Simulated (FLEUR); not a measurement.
System: zincblende BP, space group F-43m (No. 216), 2 atoms in the primitive cell. The cell is scaled uniformly. Computed with FLEUR: r2SCAN, all-electron, no spin polarisation, no spin-orbit coupling, 10×10×10 k mesh.

At a = 4.538 Å the lowest conduction levels at the points plotted lie 1.51 eV (X), 3.60 eV (Γ), 4.10 eV (L) and 1.42 eV (the mesh minimum) above the valence top at Γ.

Q: How does each level move from a = 4.445 Å to a = 4.627 Å?

A: X rises by 0.24 eV, Γ falls by 0.17 eV, L falls by 0.75 eV and the mesh minimum rises by 0.17 eV. Straight lines against ln V have slopes of +2.0 eV at X, −1.4 eV at Γ, −6.2 eV at L and +1.4 eV at the mesh minimum.

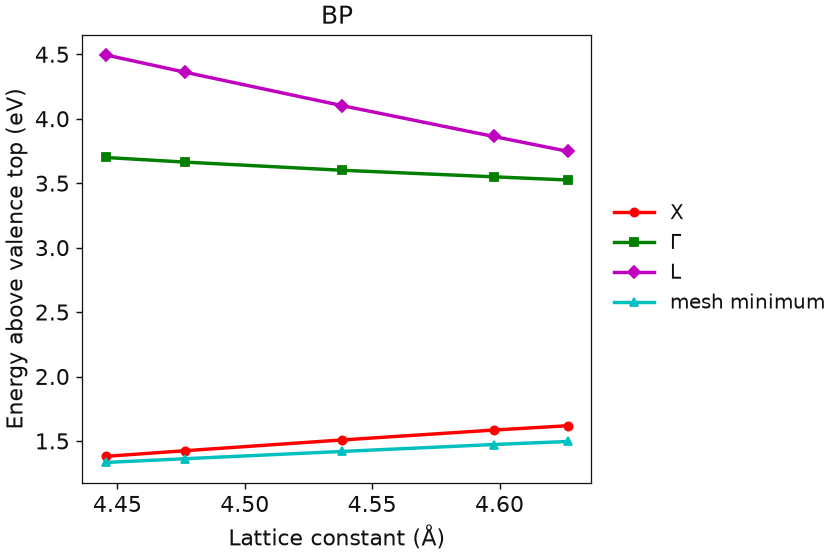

Lowest conduction level at each named k point, counted from the valence-band top at Γ, and the lowest one over the whole k mesh (the mesh minimum, which lies off these points).

| cell | X (eV) | Γ (eV) | L (eV) | mesh minimum (eV) |
| --- | --- | --- | --- | --- |
| a = 4.445 Å | 1.38 | 3.70 | 4.50 | 1.33 |
| a = 4.477 Å | 1.43 | 3.67 | 4.36 | 1.36 |
| a = 4.538 Å | 1.51 | 3.60 | 4.10 | 1.42 |
| a = 4.598 Å | 1.59 | 3.55 | 3.86 | 1.47 |
| a = 4.627 Å | 1.62 | 3.53 | 3.75 | 1.50 |

The meta-GGA is that of a development version, with a GGA for the radial functions and cores and without core tails. LDA, GGA and most meta-GGA functionals understate gaps.
